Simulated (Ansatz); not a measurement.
# Electroresistance of ZrC/ZnO/HfC, part 5 of 7

Aim: does the conductance of ZrC/ZnO/HfC change when the barrier's polarity is reversed? The lower electrode is ZrC rock salt(111), the upper one HfC rock salt(111); the barrier is ZnO wurtzite(0001) (whole bilayers). In the first transport cell, after relaxation, the nearest pair of electrode and barrier is C–O at 1.40 Å, along the normal, at the lower face and C–Zn at 2.01 Å, along the normal, at the upper one. All share a net of side 3.31 Å, which strains the lower electrode by -0.6 %, the upper one by +0.7 % and the barrier by +0.6 %, against typed lattice constants near PBE's. The first steps treat the bulk electrodes alone.

Ansatz 0.2.0; PBE DFT, plane waves, PAW files (the session's first sound run).

So far, transmission at the Fermi level (a spin, zone mean): step 5 (transmission over a wide range of energy, polarity O face on the lower …) 0.00729; step 6 (conductance on a fine mesh, polarity O face on the lower electrode, gap between …) 0.00393. Also channels of the lower lead: step 5 0.25.

### Step 7. Relaxation, polarity Zn face on the lower electrode

This step: PBE DFT, plane waves, PAW files (Ansatz 0.2.0).

System of this step: ZrC/ZnO/HfC. The cell holds 16 atoms: 2 Zr, 4 C, 4 Zn, 4 O and 2 Hf. Its edges and angles: a = 3.310 Å, b = 3.310 Å, c = 36.154 Å, α = 90.0°, β = 90.0°, γ = 120.0°. Vacuum lies along c.

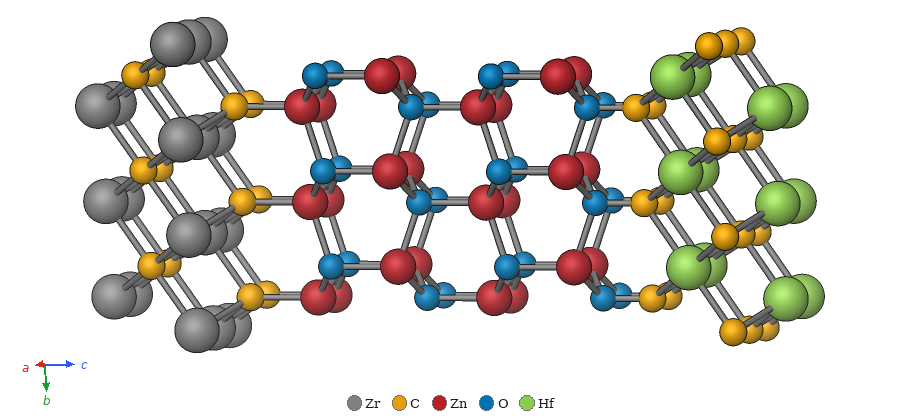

The cell of this step (zirconium grey, carbon orange, zinc red, oxygen blue, hafnium green). 2×3×1 cells are drawn. Some periodic images of atoms are drawn too.

The new interface needs a relaxation of its own, since bond lengths at the faces set the dipole and the overlap. A short slab in vacuum serves: only the barrier and the layers next to it are taken over, and later cells can add or drop layers in the barrier's middle. The dipole correction removes the field that unlike faces would set up across the vacuum.

File input.yaml:

```yaml
crystal:
  lattice:
    - [3.31, 0.0, 0.0]
    - [-1.655, 2.8665440865, 0.0]
    - [0.0, 0.0, 36.1541923208]
  atoms:
    - { symbol: Zr, position: [0.33333333, 0.66666667, 0.2212744771] }
    - { symbol: C, position: [0.66666667, 0.33333333, 0.2590435552] }
    - { symbol: Zr, position: [0.0, 0.0, 0.2968126333] }
    - { symbol: C, position: [0.33333333, 0.66666667, 0.3345817114] }
    - { symbol: Zn, position: [0.33333333, 0.66666667, 0.39073011] }
    - { symbol: O, position: [0.66666667, 0.33333333, 0.4082465742] }
    - { symbol: Zn, position: [0.66666667, 0.33333333, 0.4637153776] }
    - { symbol: O, position: [0.33333333, 0.66666667, 0.4812318419] }
    - { symbol: Zn, position: [0.33333333, 0.66666667, 0.5367006453] }
    - { symbol: O, position: [0.66666667, 0.33333333, 0.5542171096] }
    - { symbol: Zn, position: [0.66666667, 0.33333333, 0.609685913] }
    - { symbol: O, position: [0.33333333, 0.66666667, 0.6272023772] }
    - { symbol: C, position: [0.33333333, 0.66666667, 0.6678615624] }
    - { symbol: Hf, position: [0.66666667, 0.33333333, 0.7048162159] }
    - { symbol: C, position: [0.0, 0.0, 0.7417708694] }
    - { symbol: Hf, position: [0.33333333, 0.66666667, 0.7787255229] }
kpoints:
  mp_grid: { grid: [8, 8, 1] }
scf:
  occupations: { method: fermi_dirac, width: 0.1 }
  max_iter: 150
hamiltonian:
  xc: pbe
efield:
  axis: 3
  dipole_correction: true
relax:
  f_tol: 0.04
  max_steps: 90
output:
  forces: true
```

Started as:

```bash
$ ansatz run input.yaml --threads 4 --pin off --max-ram 18432MiB --backend cpu --events-out ev --progress --plain --runs-dir out
```

Numbers of over 12 decimals in the logs are rounded to 6 here.

What it wrote:

```text
[...]
Crystal: 16 atoms, lattice volume = 343.040 Å³
Basis set: ecut = 420 eV, 6829 PW (Γ), exchange–correlation on 48×48×486 points (8 copies of the dense FFT grid, shifted against one another)
Bands: 99, of which v1, the nominal top of the filled ones, is band 82 counted from 1 (81 counted from 0)
Symmetry: 6 space group operations
[...]
k-points: 10 of 64 (time reversal used)
[...]
SCF iter   1: F=—  HF=-56358.334748 eV  |F-HF|=—  |Δ(HF+E_count)|=         —  Δρ=1.32e-2  dr2=2.60e1  ethr=1.77e-3  p=-0.015 e·Å  D=-8.04e-3 V/Å  ΔV_dip=0.29 eV  dr2_dipole=1.48e1  V_vac-E_F(+/−)=4.76/4.46 eV  ⟨swp⟩=7.3  Hψ=4067  notcnv=0  defer=9
[...]
SCF iter   9: F=-56358.123650 eV  HF=-56358.123654 eV  |F-HF|=4.34e-6  |Δ(HF+E_count)|=   3.79e-6  Δρ=2.98e-5  dr2=6.08e-6  ethr=2.44e-8  p=-0.006 e·Å  D=-3.03e-3 V/Å  ΔV_dip=0.11 eV  dr2_dipole=5.88e-7  V_vac-E_F(+/−)=4.41/4.30 eV  ⟨swp⟩=4.3  Hψ=3296  notcnv=0
[...]
SCF 1 converged in 9 iterations: F = -56358.123650 eV  dr2 = 6.08e-6
[...]
relax step   1: F+E_penalty+E_count = -56358.12365005 eV  Δ(F+E_penalty+E_count) = +0.000e0 eV  max|allowed force component| = 1.643e0 eV/Å  Δτ_max = 0.0000 Å  (9 SCF iters, dr2 threshold 4.00e-5 eV, accepted)
[...]
SCF iter   1: F=—  HF=-56359.213004 eV  |F-HF|=—  |Δ(HF+E_count)|=         —  Δρ=2.10e-2  dr2=1.23e1  ethr=3.10e-3  p=-0.006 e·Å  D=-3.04e-3 V/Å  ΔV_dip=0.11 eV  dr2_dipole=2.43e-2  V_vac-E_F(+/−)=4.43/4.32 eV  ⟨swp⟩=4.2  Hψ=2444  notcnv=0  defer=7
[...]
SCF iter  10: F=-56358.708912 eV  HF=-56358.708916 eV  |F-HF|=3.52e-6  |Δ(HF+E_count)|=   1.07e-6  Δρ=2.52e-5  dr2=4.06e-6  ethr=6.10e-8  p=-0.008 e·Å  D=-4.20e-3 V/Å  ΔV_dip=0.15 eV  dr2_dipole=7.92e-7  V_vac-E_F(+/−)=4.44/4.29 eV  ⟨swp⟩=3.7  Hψ=3613  notcnv=0
[...]
SCF 2 converged in 10 iterations: F = -56358.708912 eV  dr2 = 4.06e-6
[...]
relax step   2: F+E_penalty+E_count = -56358.70891229 eV  Δ(F+E_penalty+E_count) = -5.853e-1 eV  max|allowed force component| = 2.348e0 eV/Å  Δτ_max = 0.1947 Å  (10 SCF iters, dr2 threshold 1.00e-4 eV, accepted)
SCF iter   1: F=—  HF=-56359.415371 eV  |F-HF|=—  |Δ(HF+E_count)|=         —  Δρ=1.79e-2  dr2=5.14e0  ethr=3.10e-3  p=-0.008 e·Å  D=-4.20e-3 V/Å  ΔV_dip=0.15 eV  dr2_dipole=7.35e-2  V_vac-E_F(+/−)=4.44/4.29 eV  ⟨swp⟩=4.7  Hψ=2495  notcnv=0  defer=3
[...]
SCF iter  10: F=-56359.009770 eV  HF=-56359.009809 eV  |F-HF|=3.95e-5  |Δ(HF+E_count)|=   2.80e-6  Δρ=2.86e-5  dr2=2.80e-5  ethr=6.10e-8  p=-0.005 e·Å  D=-2.84e-3 V/Å  ΔV_dip=0.10 eV  dr2_dipole=1.41e-5  V_vac-E_F(+/−)=4.38/4.28 eV  ⟨swp⟩=3.7  Hψ=3914  notcnv=0
[...]
SCF 3 converged in 10 iterations: F = -56359.009770 eV  dr2 = 2.80e-5
relax step   3: F+E_penalty+E_count = -56359.00976979 eV  Δ(F+E_penalty+E_count) = -3.009e-1 eV  max|allowed force component| = 1.174e0 eV/Å  Δτ_max = 0.1950 Å  (10 SCF iters, dr2 threshold 1.00e-4 eV, accepted)
[...]
relax step   4: F+E_penalty+E_count = -56359.09371970 eV  Δ(F+E_penalty+E_count) = -8.395e-2 eV  max|allowed force component| = 4.330e-1 eV/Å  Δτ_max = 0.0737 Å  (7 SCF iters, dr2 threshold 1.00e-4 eV, accepted)
[...]
relax step   5: F+E_penalty+E_count = -56359.09713763 eV  Δ(F+E_penalty+E_count) = -3.418e-3 eV  max|allowed force component| = 4.072e-1 eV/Å  Δτ_max = 0.2000 Å  (9 SCF iters, dr2 threshold 2.55e-5 eV, accepted)
[...]
relax step   6: F+E_penalty+E_count = -56359.13309475 eV  Δ(F+E_penalty+E_count) = -3.596e-2 eV  max|allowed force component| = 1.786e-1 eV/Å  Δτ_max = 0.1429 Å  (9 SCF iters, dr2 threshold 2.25e-5 eV, accepted)
[...]
relax step   7: F+E_penalty+E_count = -56359.13473522 eV  Δ(F+E_penalty+E_count) = -1.640e-3 eV  max|allowed force component| = 1.066e-1 eV/Å  Δτ_max = 0.0202 Å  (7 SCF iters, dr2 threshold 6.13e-6 eV, accepted)
[...]
relax step   8: F+E_penalty+E_count = -56359.13577663 eV  Δ(F+E_penalty+E_count) = -1.041e-3 eV  max|allowed force component| = 2.428e-2 eV/Å  Δτ_max = 0.0103 Å  (8 SCF iters, dr2 threshold 2.19e-6 eV, accepted)
[...]
SCF iter   4: F=-56359.135778 eV  HF=-56359.135778 eV  |F-HF|=8.79e-8  |Δ(HF+E_count)|=   1.87e-8  Δρ=4.06e-6  dr2=9.22e-8  ethr=6.10e-11  p=-0.007 e·Å  D=-3.53e-3 V/Å  ΔV_dip=0.13 eV  dr2_dipole=1.35e-8  V_vac-E_F(+/−)=4.42/4.29 eV  ⟨swp⟩=3.4  Hψ=3942  notcnv=0
[...]
SCF 9 converged in 4 iterations: F = -56359.135778 eV  dr2 = 9.22e-8
relax step   9: F+E_penalty+E_count = -56359.13577764 eV  Δ(F+E_penalty+E_count) = -1.009e-6 eV  max|allowed force component| = 2.437e-2 eV/Å  Δτ_max = 0.0000 Å  (4 SCF iters, accepted)
SCF converged after 4 iterations
Free energy (F): -56359.135778 eV
[...]
Internal energy: -56358.810205 eV  (E = F + TS)
E sigma→0 (E₀):  -56358.972991 eV
Entropy (-TS):   -0.325573 eV (-20.348 meV/atom)
Fermi energy:    5.973649 eV
Dipole field:    D = -0.003648 V/Å  (p = -0.006916 e·Å, saw-weighted, corrected)
Work function:   Φ+ = 4.4217 eV   Φ− = 4.2899 eV
[...]
--- Forces (eV/Å), atoms counted from 1 ---
  atom   1  Zr     0.00000000    -0.00000000    -0.00499077
  atom   2  C      0.00000000     0.00000000     0.00849057
  atom   3  Zr     0.00000000    -0.00000000     0.00526429
  atom   4  C      0.00000000     0.00000000    -0.02437832
  atom   5  Zn     0.00000000    -0.00000000     0.01767059
  atom   6  O      0.00000000     0.00000000    -0.00562232
  atom   7  Zn     0.00000000     0.00000000     0.00286945
  atom   8  O     -0.00000000     0.00000000     0.01005739
  atom   9  Zn     0.00000000    -0.00000000    -0.00854568
  atom  10  O      0.00000000     0.00000000     0.00856929
  atom  11  Zn     0.00000000     0.00000000    -0.00809926
  atom  12  O      0.00000000     0.00000000     0.00180483
  atom  13  C      0.00000000     0.00000000    -0.00209084
  atom  14  Hf     0.00000000     0.00000000    -0.00846066
  atom  15  C      0.00000000    -0.00000000     0.00675504
  atom  16  Hf     0.00000000     0.00000000     0.00054315
  max |Σ_I F_I| component: 1.63e-4 eV/Å
--- Relaxed structure (9 steps of the walk, 9 accepted, 0 SCFs on fresh bases) ---
  F+E_penalty+E_count = -56359.13577764 eV   max|allowed force component| = 2.437e-2 eV/Å
  atoms:
    - { symbol: Zr, position: [0.333333, 0.666667, 0.227780] }
    - { symbol: C, position: [0.666667, 0.333333, 0.255977] }
[...]
- { symbol: C, position: [0.333333, 0.666667, 0.330304] }
    - { symbol: Zn, position: [0.333333, 0.666667, 0.385835] }
    - { symbol: O, position: [0.666667, 0.333333, 0.407201] }
    - { symbol: Zn, position: [0.666667, 0.333333, 0.460805] }
    - { symbol: O, position: [0.333333, 0.666667, 0.480824] }
    - { symbol: Zn, position: [0.333333, 0.666667, 0.534460] }
    - { symbol: O, position: [0.666667, 0.333333, 0.554996] }
    - { symbol: Zn, position: [0.666667, 0.333333, 0.608445] }
    - { symbol: O, position: [0.333333, 0.666667, 0.629333] }
    - { symbol: C, position: [0.333333, 0.666667, 0.669342] }
    - { symbol: Hf, position: [0.666667, 0.333333, 0.706291] }
    - { symbol: C, position: [-1.9428868169888163e-17, -2.833381679152077e-17, 0.744414] }
    - { symbol: Hf, position: [0.333333, 0.666667, 0.776520] }
```

Elapsed: 62 s, on 4 threads of Arm Neoverse V2, shared host; peak memory 1.2 GiB; 4 min of CPU time.

Step by step:

| step | energy less that of the first step (eV) | largest force component (eV/Å) |
| --- | --- | --- |
| 1 | 0.0000 | 1.6428 |
| 2 | -0.5853 | 2.3477 |
| 3 | -0.8861 | 1.1743 |
| 4 | -0.9701 | 0.4330 |
| 5 | -0.9735 | 0.4072 |
| 6 | -1.0094 | 0.1786 |
| 7 | -1.0111 | 0.1066 |
| 8 | -1.0121 | 0.0243 |
| 9 | -1.0121 | 0.0244 |

The run keeps the 6 symmetry operations that it works with, so distortions that break them were not tested.

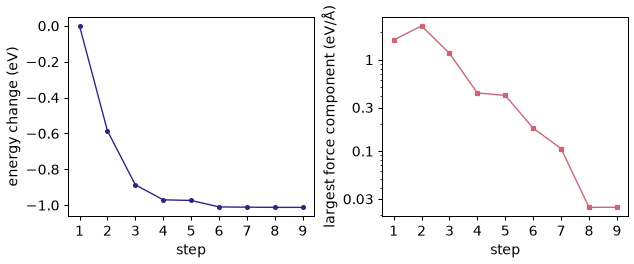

Energy and largest force along the relaxation.

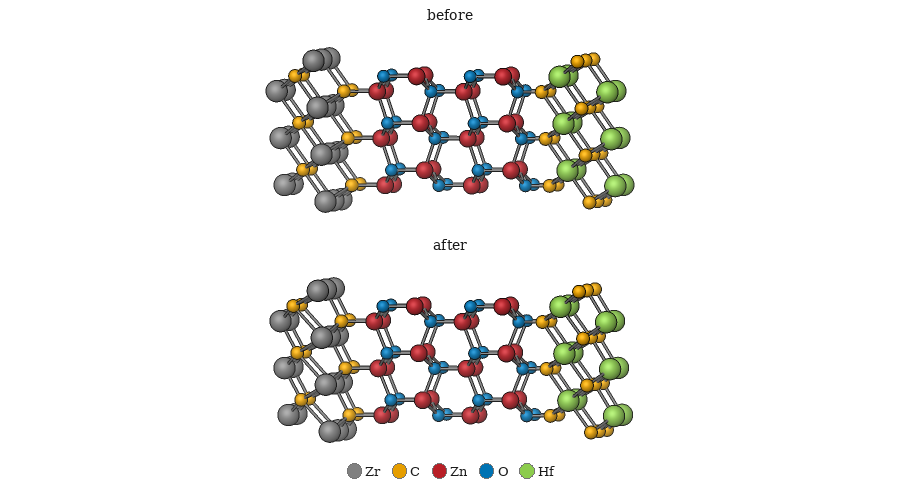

The structure before and after the relaxation, drawn at the same scale.

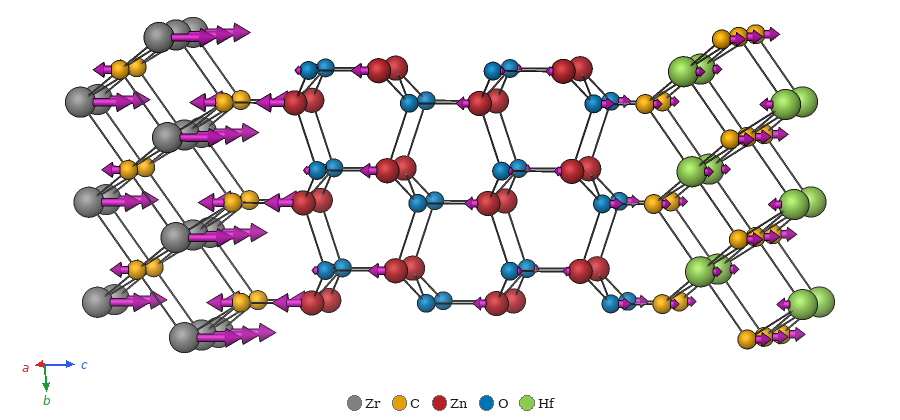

Displacements in the relaxation, exaggerated; the longest in the cell stands for 0.26 Å. 2×3×1 cells are drawn. Some periodic images of atoms are drawn too.

The atoms that moved most (Å):

| atom | dx | dy | dz | length |
| --- | --- | --- | --- | --- |
| Zr3 | 0.000 | 0.000 | 0.263 | 0.263 |
| Zr1 | 0.000 | 0.000 | 0.235 | 0.235 |
| Zn5 | 0.000 | 0.000 | -0.177 | 0.177 |
| C4 | 0.000 | 0.000 | -0.155 | 0.155 |
| C2 | 0.000 | 0.000 | -0.111 | 0.111 |
| Zn7 | 0.000 | 0.000 | -0.105 | 0.105 |
| C15 | 0.000 | 0.000 | 0.096 | 0.096 |
| Zn9 | 0.000 | 0.000 | -0.081 | 0.081 |

This step gave:

```
free energy  : -56359.1358 eV
Fermi energy : 5.974 eV
```

The largest force component on a free atom ends at 0.024 eV/Å. At one or more of this run's solves the program warned of density in the dipole ramp over its bound, where dipole, forces and levels can be off.

(Continued in part 6 of 7.)

[Logs are printed without paths, hosts, clocks, repeated set-up lines and the standing remarks that a program may print on its own settings, such as how far it seeks lower states.]

[Hosts, paths, dates, database ids (printed as entryN), source tags and the programs' standing remarks are cut or masked in the printed files.]
